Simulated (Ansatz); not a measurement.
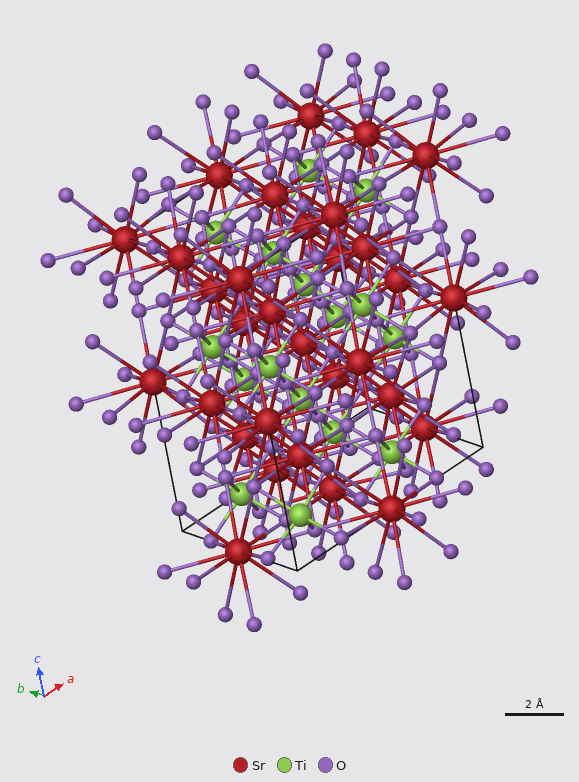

Figure 1. The structure as given in the input (ball-and-stick view of the cell of the calculation, seen slightly off an axis; bonded neighbours outside the cell are drawn too).

# Nudged elastic band of Sr16Ti16O47 (charge +2) (part 1 of 4)

Sr16Ti16O47 (defect cell, 79 atoms in the cell, total charge +2), computed with DFT PBE, scalar-relativistic, plane waves, PAW, no spin polarisation (Ansatz 0.2.0).

The structure derives from a Materials Project entry. It belongs to a series of runs on one base structure; here: climbing-image band for the jump of O by 2.47 A.

**Input file**
```yaml
crystal:
  lattice:
    - [0.0, -7.8728452177, 7.8728452177]
    - [-7.8728452177, 0.0, 7.8728452177]
    - [-7.8728452177, -7.8728452177, 0.0]
  atoms:
    - { symbol: Sr, position: [0.7478033311, 0.7478033311, 0.7568564371] }
    - { symbol: Sr, position: [0.2484635696, 0.7515364304, 0.75] }
    - { symbol: Sr, position: [0.7515364304, 0.2484635696, 0.75] }
    - { symbol: Sr, position: [0.2521966689, 0.2521966689, 0.7431435629] }
    - { symbol: Sr, position: [0.5, 0.5, 0.4984635696] }
    - { symbol: Sr, position: [0.7478033311, 0.7478033311, 0.2475369008] }
    - { symbol: Sr, position: [0.0024630992, 0.4931435629, 0.5021966689] }
    - { symbol: Sr, position: [0.2580891684, 0.7419108316, 0.25] }
    - { symbol: Sr, position: [0.4931435629, 0.0024630992, 0.5021966689] }
    - { symbol: Sr, position: [0.7419108316, 0.2580891684, 0.25] }
    - { symbol: Sr, position: [0.0, 0.0, 0.5080891684] }
    - { symbol: Sr, position: [0.2521966689, 0.2521966689, 0.2524630992] }
    - { symbol: Sr, position: [0.5, 0.5, 0.0015364304] }
    - { symbol: Sr, position: [-0.0024630992, 0.5068564371, -0.0021966689] }
    - { symbol: Sr, position: [0.5068564371, -0.0024630992, -0.0021966689] }
    - { symbol: Sr, position: [0.0, 1.0, 0.9919108316] }
    - { symbol: Ti, position: [0.864249227, 0.864249227, 0.385750773] }
    - { symbol: Ti, position: [0.3743218804, 0.8737206265, 0.3762793735] }
    - { symbol: Ti, position: [0.8737206265, 0.3743218804, 0.3762793735] }
    - { symbol: Ti, position: [0.3748279759, 0.3748279759, 0.3751720241] }
    - { symbol: Ti, position: [0.6251720241, 0.6251720241, 0.1248279759] }
    - { symbol: Ti, position: [0.8748279759, 0.8748279759, 0.8751720241] }
    - { symbol: Ti, position: [0.1262793735, 0.6256781196, 0.1237206265] }
    - { symbol: Ti, position: [0.3743218804, 0.8737206265, 0.8756781196] }
    - { symbol: Ti, position: [0.6256781196, 0.1262793735, 0.1237206265] }
    - { symbol: Ti, position: [0.8737206265, 0.3743218804, 0.8756781196] }
    - { symbol: Ti, position: [0.135750773, 0.135750773, 0.114249227] }
    - { symbol: Ti, position: [0.3787141353, 0.3787141353, 0.8712858647] }
    - { symbol: Ti, position: [0.6212858647, 0.6212858647, 0.6287141353] }
    - { symbol: Ti, position: [0.1262793735, 0.6256781196, 0.6243218804] }
    - { symbol: Ti, position: [0.6256781196, 0.1262793735, 0.6243218804] }
    - { symbol: Ti, position: [0.1251720241, 0.1251720241, 0.6248279759] }
    - { symbol: O, position: [0.008161411, 0.7639944785, 0.4860055215] }
    - { symbol: O, position: [0.5024321578, 0.7508812453, 0.4991187547] }
    - { symbol: O, position: [0.0005561402, 0.2504288552, 0.4992412361] }
    - { symbol: O, position: [0.4997737685, 0.2492412361, 0.5004288552] }
    - { symbol: O, position: [0.7507587639, 0.5002262315, 0.2494438598] }
    - { symbol: O, position: [-0.0005561402, 0.7495711448, 0.0007587639] }
    - { symbol: O, position: [0.2492412361, 0.4997737685, 0.2505561402] }
    - { symbol: O, position: [0.5002262315, 0.7507587639, -0.0004288552] }
    - { symbol: O, position: [0.7639944785, 0.008161411, 0.241838589] }
    - { symbol: O, position: [-0.008161411, 0.2360055215, 0.0139944785] }
    - { symbol: O, position: [0.2360055215, -0.008161411, 0.258161411] }
    - { symbol: O, position: [0.4975678422, 0.2491187547, 0.0008812453] }
    - { symbol: O, position: [0.7508812453, 0.5024321578, 0.7475678422] }
    - { symbol: O, position: [0.2491187547, 0.4975678422, 0.7524321578] }
    - { symbol: O, position: [0.7495711448, -0.0005561402, 0.7502262315] }
    - { symbol: O, position: [0.2504288552, 0.0005561402, 0.7497737685] }
    - { symbol: O, position: [0.5, 0.0, 0.25] }
    - { symbol: O, position: [0.0, 0.5, 0.25] }
    - { symbol: O, position: [0.5, 0.5, 0.25] }
    - { symbol: O, position: [0.75, 0.75, 0.0] }
    - { symbol: O, position: [0.0, 0.0, 0.75] }
    - { symbol: O, position: [0.2557826751, 0.7442173249, -0.0057826751] }
    - { symbol: O, position: [0.5, 0.0, 0.75] }
    - { symbol: O, position: [0.7442173249, 0.2557826751, -0.0057826751] }
    - { symbol: O, position: [0.0, 0.5, 0.75] }
    - { symbol: O, position: [0.248413521, 0.248413521, 0.001586479] }
    - { symbol: O, position: [0.5, 0.5, 0.75] }
    - { symbol: O, position: [0.751586479, 0.751586479, 0.498413521] }
    - { symbol: O, position: [0.2557826751, 0.7442173249, 0.5057826751] }
    - { symbol: O, position: [0.7442173249, 0.2557826751, 0.5057826751] }
    - { symbol: O, position: [0.25, 0.25, 0.5] }
    - { symbol: O, position: [0.008161411, 0.7639944785, 0.241838589] }
    - { symbol: O, position: [0.5002262315, 0.7507587639, 0.2494438598] }
    - { symbol: O, position: [-0.008161411, 0.2360055215, 0.258161411] }
    - { symbol: O, position: [0.4997737685, 0.2492412361, 0.2505561402] }
    - { symbol: O, position: [0.7507587639, 0.5002262315, -0.0004288552] }
    - { symbol: O, position: [-0.0005561402, 0.7495711448, 0.7502262315] }
    - { symbol: O, position: [0.2491187547, 0.4975678422, 0.0008812453] }
    - { symbol: O, position: [0.5024321578, 0.7508812453, 0.7475678422] }
    - { symbol: O, position: [0.7495711448, -0.0005561402, 0.0007587639] }
    - { symbol: O, position: [0.0005561402, 0.2504288552, 0.7497737685] }
    - { symbol: O, position: [0.2360055215, -0.008161411, 0.0139944785] }
    - { symbol: O, position: [0.4975678422, 0.2491187547, 0.7524321578] }
    - { symbol: O, position: [0.7508812453, 0.5024321578, 0.4991187547] }
    - { symbol: O, position: [0.2492412361, 0.4997737685, 0.5004288552] }
    - { symbol: O, position: [0.7639944785, 0.008161411, 0.4860055215] }
    - { symbol: O, position: [0.2504288552, 0.0005561402, 0.4992412361] }
total_charge: 2
basis:
  ecutwfc: 420
  xc_grid: 2
kpoints:
  mp_grid: { grid: [2, 2, 2], shift: [0.0, 0.0, 0.0] }
hamiltonian:
  xc: pbe
scf:
  occupations: { method: gaussian, width: 0.02 }
output:
  forces: true
neb:
  images: 5
  f_tol: 0.05
  max_iterations: 70
  order_check: false
  final_atoms:
    - { symbol: Sr, position: [0.7419109688, 0.75, 0.7580890312] }
    - { symbol: Sr, position: [0.25219665, 0.7524632298, 0.75219665] }
    - { symbol: Sr, position: [0.7515363791, 0.25, 0.7484636209] }
    - { symbol: Sr, position: [0.25219665, 0.2431434702, 0.75219665] }
    - { symbol: Sr, position: [0.5068565298, 0.49780335, 0.4975367702] }
    - { symbol: Sr, position: [0.74780335, 0.7475367702, 0.24780335] }
    - { symbol: Sr, position: [0.0, 0.4919109688, 0.5] }
    - { symbol: Sr, position: [0.2580890312, 0.75, 0.2419109688] }
    - { symbol: Sr, position: [0.4931434702, 0.00219665, 0.5024632298] }
    - { symbol: Sr, position: [0.74780335, 0.2568565298, 0.24780335] }
    - { symbol: Sr, position: [0.0, 0.0080890312, 0.5] }
    - { symbol: Sr, position: [0.2484636209, 0.25, 0.2515363791] }
    - { symbol: Sr, position: [0.5, 0.5015363791, 0.0] }
    - { symbol: Sr, position: [-0.0024632298, 0.49780335, 0.0068565298] }
    - { symbol: Sr, position: [0.5, -0.0015363791, 0.0] }
    - { symbol: Sr, position: [0.0024632298, 1.00219665, 0.9931434702] }
    - { symbol: Ti, position: [0.8642491867, 0.8857508133, 0.3642491867] }
    - { symbol: Ti, position: [0.3743218959, 0.8762793631, 0.3737206369] }
    - { symbol: Ti, position: [0.8748279865, 0.3751720135, 0.3748279865] }
    - { symbol: Ti, position: [0.3743218959, 0.3756781041, 0.3737206369] }
    - { symbol: Ti, position: [0.6251720135, 0.6248279865, 0.1251720135] }
    - { symbol: Ti, position: [0.8737206369, 0.8762793631, 0.8743218959] }
    - { symbol: Ti, position: [0.1262793631, 0.6237206369, 0.1256781041] }
    - { symbol: Ti, position: [0.3748279865, 0.8751720135, 0.8748279865] }
    - { symbol: Ti, position: [0.6212858858, 0.1287141142, 0.1212858858] }
    - { symbol: Ti, position: [0.8737206369, 0.3756781041, 0.8743218959] }
    - { symbol: Ti, position: [0.1262793631, 0.1243218959, 0.1256781041] }
    - { symbol: Ti, position: [0.3787141142, 0.3712858858, 0.8787141142] }
    - { symbol: Ti, position: [0.6256781041, 0.6237206369, 0.6262793631] }
    - { symbol: Ti, position: [0.1357508133, 0.6142491867, 0.6357508133] }
    - { symbol: Ti, position: [0.6256781041, 0.1243218959, 0.6262793631] }
    - { symbol: Ti, position: [0.1251720135, 0.1248279865, 0.6251720135] }
    - { symbol: O, position: [0.008161366, 0.9860055527, 0.2639944473] }
    - { symbol: O, position: [0.5, 0.75, 0.5] }
    - { symbol: O, position: [0.0, 0.25, 0.5] }
    - { symbol: O, position: [0.5, 0.25, 0.5] }
    - { symbol: O, position: [0.75, 0.5, 0.25] }
    - { symbol: O, position: [0.0, 0.75, 0.0] }
    - { symbol: O, position: [0.2557826476, 0.4942173524, 0.2442173524] }
    - { symbol: O, position: [0.5, 0.75, 0.0] }
    - { symbol: O, position: [0.7515864574, -0.0015864574, 0.2515864574] }
    - { symbol: O, position: [0.0, 0.25, 0.0] }
    - { symbol: O, position: [0.2557826476, 0.0057826476, 0.2442173524] }
    - { symbol: O, position: [0.5, 0.25, 0.0] }
    - { symbol: O, position: [0.7442173524, 0.4942173524, 0.7557826476] }
    - { symbol: O, position: [0.2484135426, 0.5015864574, 0.7484135426] }
    - { symbol: O, position: [0.7442173524, 0.0057826476, 0.7557826476] }
    - { symbol: O, position: [0.25, 0.0, 0.75] }
    - { symbol: O, position: [0.5024321374, -0.0008812442, 0.2508812442] }
    - { symbol: O, position: [-0.0005561537, 0.5007587707, 0.2495711555] }
    - { symbol: O, position: [0.5002262276, 0.4995711555, 0.2507587707] }
    - { symbol: O, position: [0.7507587707, 0.7494438463, 0.0002262276] }
    - { symbol: O, position: [0.0005561537, -0.0007587707, 0.7504288445] }
    - { symbol: O, position: [0.2492412293, 0.7505561537, -0.0002262276] }
    - { symbol: O, position: [0.4997737724, 0.0004288445, 0.7492412293] }
    - { symbol: O, position: [0.7508812442, 0.2475678626, 0.0024321374] }
    - { symbol: O, position: [-0.008161366, 0.5139944473, 0.7360055527] }
    - { symbol: O, position: [0.2491187558, 0.2524321374, -0.0024321374] }
    - { symbol: O, position: [0.4975678626, 0.5008812442, 0.7491187558] }
    - { symbol: O, position: [0.7639944473, 0.741838634, 0.508161366] }
    - { symbol: O, position: [0.2360055527, 0.758161366, 0.491838634] }
    - { symbol: O, position: [0.7495711555, 0.2502262276, 0.4994438463] }
    - { symbol: O, position: [0.2504288445, 0.2497737724, 0.5005561537] }
    - { symbol: O, position: [0.008161366, 0.741838634, 0.2639944473] }
    - { symbol: O, position: [0.5002262276, 0.7494438463, 0.2507587707] }
    - { symbol: O, position: [-0.0005561537, 0.2502262276, 0.2495711555] }
    - { symbol: O, position: [0.5024321374, 0.2475678626, 0.2508812442] }
    - { symbol: O, position: [0.7507587707, 0.4995711555, 0.0002262276] }
    - { symbol: O, position: [-0.008161366, 0.758161366, 0.7360055527] }
    - { symbol: O, position: [0.2491187558, 0.5008812442, -0.0024321374] }
    - { symbol: O, position: [0.4997737724, 0.7505561537, 0.7492412293] }
    - { symbol: O, position: [0.7508812442, -0.0008812442, 0.0024321374] }
    - { symbol: O, position: [0.0005561537, 0.2497737724, 0.7504288445] }
    - { symbol: O, position: [0.2492412293, 0.0004288445, -0.0002262276] }
    - { symbol: O, position: [0.4975678626, 0.2524321374, 0.7491187558] }
    - { symbol: O, position: [0.7495711555, 0.5007587707, 0.4994438463] }
    - { symbol: O, position: [0.2360055527, 0.5139944473, 0.491838634] }
    - { symbol: O, position: [0.7639944473, -0.0139944473, 0.508161366] }
    - { symbol: O, position: [0.2504288445, -0.0007587707, 0.5005561537] }
```

Launch command:
```bash
ansatz run input.yaml --threads 8 --pin off --max-ram 20480MiB --backend cpu --events-out ev --progress --plain --runs-dir out
```

**Output**
```
Warning: neb: disabling space-group detection — the band's intermediate images generally break the endpoint symmetry, so no spatial operation reduces the k-mesh or symmetrises the density, except that a semilocal band can use its path's symmetry ahead of convergence; time reversal is kept, so that k and −k are solved as one point where they differ and the mesh holds both, and exact exchange and, on two spinor components, a DFT+U term hold to it where the run has them: on two components no moment then forms, and a state that bears one, which a typed moment (crystal.atoms[].spin; refused beside efield: under a hybrid functional) reaches, can lie lower, under hf by electronvolts; crystal.symmetry.detect: false (a key that needs symmetry detection or time reversal refuses this as the deck is read) with time_reversal: false beside it drops time reversal too
Engine: ansatz 0.2.0, x86_64-unknown-linux-gnu
Pseudopotentials: kind: paw
Pseudopotential: Sr, paw, valence charge 10, recommended cutoff 420 eV (normal), Sr.paw.azcp
Pseudopotential: Ti, paw, valence charge 12, recommended cutoff 420 eV (normal), Ti.paw.azcp
Pseudopotential: O, paw, valence charge 6, recommended cutoff 420 eV (normal), O.paw.azcp
Functional definition: PBE
  parameter kappa = 0.804
  parameter beta = 0.06672455060314922
  exchange = pbe_x(kappa = kappa, mu = beta*pi^2/3)
  correlation = pbe_c(beta = beta)
NEB image 0
Crystal: 79 atoms, lattice volume = 975.945 Å³
Basis set: ecut = 420 eV, 19195 PW (Γ), exchange–correlation on 150×150×150 points (8 copies of the dense FFT grid, shifted against one another)
Bands: 395, of which v1, the nominal top of the filled ones, is band 316 counted from 1 (315 counted from 0)
Symmetry: 1 space group operations
k-points: 8
Non-local potential: Sr, projectors of the file, l = 0: 3, l = 1: 2, l = 2: 2
Non-local potential: Ti, projectors of the file, l = 0: 3, l = 1: 2, l = 2: 3, l = 3: 1
Non-local potential: O, projectors of the file, l = 0: 2, l = 1: 2, l = 2: 1
PAW form: soft (Blöchl's): semilocal exchange-correlation on the pseudo side does not see the compensation charge
PAW one-centre angular grid: Sr, 110 points (default); XC on 64 Gauss nodes
PAW one-centre angular grid: Ti, 590 points (default); XC on 64 Gauss nodes
PAW one-centre angular grid: O, 110 points (default); XC on 64 Gauss nodes
Initial density: superposition of atomic densities (neutral atoms scaled as one to the charged cell's electrons: chi_scale 0, normalization atom), corrected by the library's trained network
Initial wavefunctions: pseudopotential atomic-orbital guess
Functional: x = pbe(κ = 0.804, μ = 0.2195149727645171), c = pbe(β = 0.06672455060314922)
SCF iter   1: F=—  HF=-123525.649309 eV  |F-HF|=—  |Δ(HF+E_count)|=         —  Δρ=5.92e-3  dr2=3.16e-1  ethr=1.77e-3  ⟨swp⟩=7.1  Hψ=14124  notcnv=0  defer=67
preconditioner: auto → Resta (q_TF=auto, 2.538 Å⁻¹)  ε∞=5.7  [insulator: Δε(μ)=1.758 eV  Ē_g=11.878 eV  σ=0.020 eV  W_gap=1.00  n_scr=282 (ndim 8)  ℏωp=25.8 eV  f_vac=0.003  D(μ)=0.00/eV (n_scr^D=0)  ε∞_Penn≈5.7]
SCF iter   2: F=—  HF=-123525.586440 eV  |F-HF|=—  |Δ(HF+E_count)|=   6.29e-2  Δρ=2.33e-3  dr2=7.14e-2  ethr=5.00e-5  ⟨swp⟩=3.0  Hψ=4856  notcnv=0  defer=563
SCF iter   3: F=—  HF=-123525.577408 eV  |F-HF|=—  |Δ(HF+E_count)|=   9.03e-3  Δρ=6.47e-4  dr2=8.84e-3  ethr=1.13e-5  ⟨swp⟩=2.0  Hψ=4319  notcnv=0  defer=563
SCF iter   4: F=—  HF=-123525.577701 eV  |F-HF|=—  |Δ(HF+E_count)|=   2.93e-4  Δρ=2.34e-4  dr2=9.87e-4  ethr=1.40e-6  ⟨swp⟩=2.0  Hψ=4998  notcnv=0  defer=563
SCF iter   5: F=—  HF=-123525.578144 eV  |F-HF|=—  |Δ(HF+E_count)|=   4.43e-4  Δρ=6.63e-5  dr2=6.29e-5  ethr=1.56e-7  ⟨swp⟩=2.0  Hψ=4987  notcnv=0  defer=563
SCF iter   6: F=—  HF=-123525.580027 eV  |F-HF|=—  |Δ(HF+E_count)|=   1.88e-3  Δρ=3.05e-5  dr2=9.17e-6  ethr=9.96e-9  ⟨swp⟩=2.0  Hψ=5401  notcnv=0  defer=563
SCF iter   7: F=—  HF=-123525.580032 eV  |F-HF|=—  |Δ(HF+E_count)|=   4.28e-6  Δρ=7.29e-6  dr2=6.88e-7  ethr=1.45e-9  ⟨swp⟩=2.0  Hψ=5064  notcnv=0  defer=563
SCF iter   8: F=-123525.580032 eV  HF=-123525.580032 eV  |F-HF|=6.11e-10  |Δ(HF+E_count)|=   3.29e-7  Δρ=1.85e-6  dr2=4.53e-8  ethr=1.58e-11  ⟨swp⟩=5.0  Hψ=10197  notcnv=0
SCF 1 converged in 8 iterations: F = -123525.580032 eV  dr2 = 4.53e-8
  greatest PAW one-centre occupation: 0.999 electrons in one spin orbital (limit 2), on the Ti atom at site 19 (counted from 0), in its partial waves of l = 0
NSCF: frozen V_eff on 8 k-points
NEB image 6
```
